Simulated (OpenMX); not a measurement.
## A series of single points on NbP

System: NbP (I4₁md, 4 atoms in the cell).
Method: Kohn-Sham DFT of a periodic cell, PBE, OpenMX 2013 PBE set, no spin polarisation (OpenMX 3.8.5).

The 7 runs differ only in the geometry, by an even scaling of the cell at fixed fractional positions. The structure derives from a Materials Project entry.

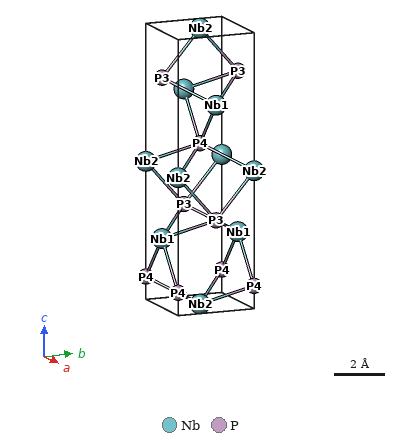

Figure 1. The structure of run 4 (ball-and-stick view of the cell 2 times as large as that of the calculation, set on its symmetry axes, seen slightly off an axis; atoms are numbered from 1 in the order of the input). An atom can appear more than once, as a periodic image.

## Input of run 4
```
System.CurrrentDirectory             ./
System.Name                          NbP
DATA.PATH                            ./DFT_DATA13
level.of.stdout                      1
level.of.fileout                     1
Species.Number                       2
<Definition.of.Atomic.Species
  Nb  Nb7.0-s3p2d1           Nb_PBE13
  P   P7.0-s2p2d1            P_PBE13
Definition.of.Atomic.Species>

Atoms.Number                         4
Atoms.SpeciesAndCoordinates.Unit     FRAC
<Atoms.SpeciesAndCoordinates
    1  Nb    0.2498808000    0.7498808000    0.5000000000   6.500  6.500
    2  Nb    0.4998808000    0.4998808000    0.0000000000   6.500  6.500
    3  P     0.8327477700    0.3327477700    0.5000000000   2.500  2.500
    4  P     0.0827477700    0.0827477700    0.0000000000   2.500  2.500
Atoms.SpeciesAndCoordinates>

Atoms.UnitVectors.Unit               Ang
<Atoms.UnitVectors
    -1.6749232544    1.6749232544    5.7401081759
     1.6749232544   -1.6749232544    5.7401081759
     1.6749232544    1.6749232544   -5.7401081759
Atoms.UnitVectors>

scf.XcType                           GGA-PBE
scf.SpinPolarization                 off
scf.ElectronicTemperature            580.226
scf.energycutoff                     400.0
scf.maxIter                          100
scf.EigenvalueSolver                 band
scf.Kgrid                            11 11 11
scf.Mixing.Type                      rmm-diisk
scf.Init.Mixing.Weight               0.05
scf.Min.Mixing.Weight                0.001
scf.Max.Mixing.Weight                0.3
scf.Mixing.History                   25
scf.Mixing.StartPulay                8
scf.criterion                        1.0e-8
scf.stress.tensor                    on
MD.Type                              nomd
Band.dispersion                      on
Band.Nkpath                          11
<Band.kpath
   10   0.000000  0.000000  0.000000   -0.500000  0.500000  0.000000  G X
    4  -0.500000  0.500000  0.000000   -0.500000  0.500000 -0.042572  X Y
    7  -0.500000  0.500000 -0.042572   -0.271286  0.271286 -0.271286  Y S
    8  -0.271286  0.271286 -0.271286    0.000000  0.000000  0.000000  S G
    4   0.000000  0.000000  0.000000    0.500000  0.500000 -0.500000  G Z
    7   0.500000  0.500000 -0.500000    0.271286  0.728714 -0.728714  Z S1
    4   0.271286  0.728714 -0.728714    0.000000  0.500000 -0.500000  S1 N
    7   0.000000  0.500000 -0.500000   -0.250000  0.750000 -0.250000  N P
    4  -0.250000  0.750000 -0.250000    0.042572  0.957428 -0.500000  P Y1
    9   0.042572  0.957428 -0.500000    0.500000  0.500000 -0.500000  Y1 Z
    4  -0.500000  0.500000  0.000000   -0.250000  0.750000 -0.250000  X P
Band.kpath>
```

Command:
```bash
openmx NbP.dat -nt 1 > NbP.std
```

Run 5 has the same physical settings and fractional positions; its lattice vectors (Å) are:
```
  -1.686016    1.686016    5.778123
   1.686016   -1.686016    5.778123
   1.686016    1.686016   -5.778123
```

## Results, with one run withheld

| run | volume per atom (Å³) | free energy per atom, from the lowest run given (meV) | gap on the mesh (eV) |
| --- | --- | --- | --- |
| 1 | 15.137 | 50.50 | 0.00 |
| 2 | 15.459 | 24.32 | 0.00 |
| 3 | 15.781 | 7.85 | 0.00 |
| 4 | 16.103 | 0.00 | 0.00 |
| 5 | 16.425 | ? | ? |
| 6 | 16.747 | 6.93 | 0.01 |
| 7 | 17.069 | 20.25 | 0.00 |

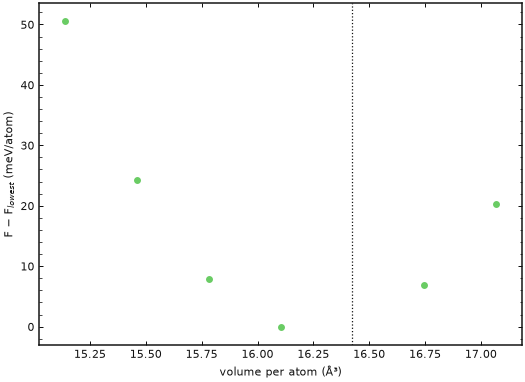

Figure 2. Free energy per atom of the runs given; the dotted line marks run 5.

Fit the runs given and predict run 5.

A cubic polynomial in V^(−2/3) (the Birch–Murnaghan form), fitted to the 6 runs given, misses them by at most 0.02 meV per atom. With x = V^(−2/3) − 0.15732 Å⁻², it reads F = 1.1304 + 2699.4 x + 8.7839e+05 x² + 8.9511e+05 x³ (meV per atom). At run 5 it gives −0.04 meV per atom, and the run itself gives −0.05. The fit has its minimum at 16.264 Å³ per atom, where V d²F/dV² gives 186 GPa. Cell shape and fractional positions are held, so this is the stiffness under even scaling; the relaxed bulk modulus wasn't computed.

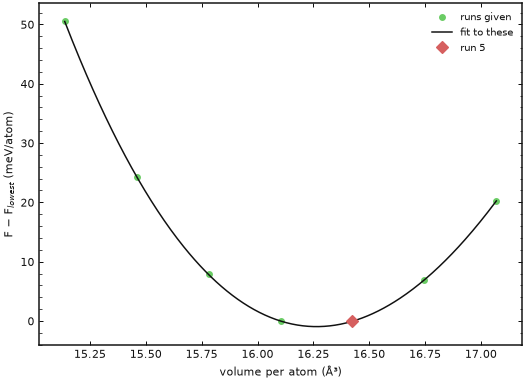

Figure 3. The fit and the withheld run.

## Some lines of the output (run 5)
```
[...]
  Cell_Volume =    443.370273750216 (Bohr^3)
        Total energy (Hartree) at MD = 1
   kloop=0
   kloop=1
   kloop=665
```

Notes: With a small basis of atomic orbitals these values can differ much from converged plane-wave results.
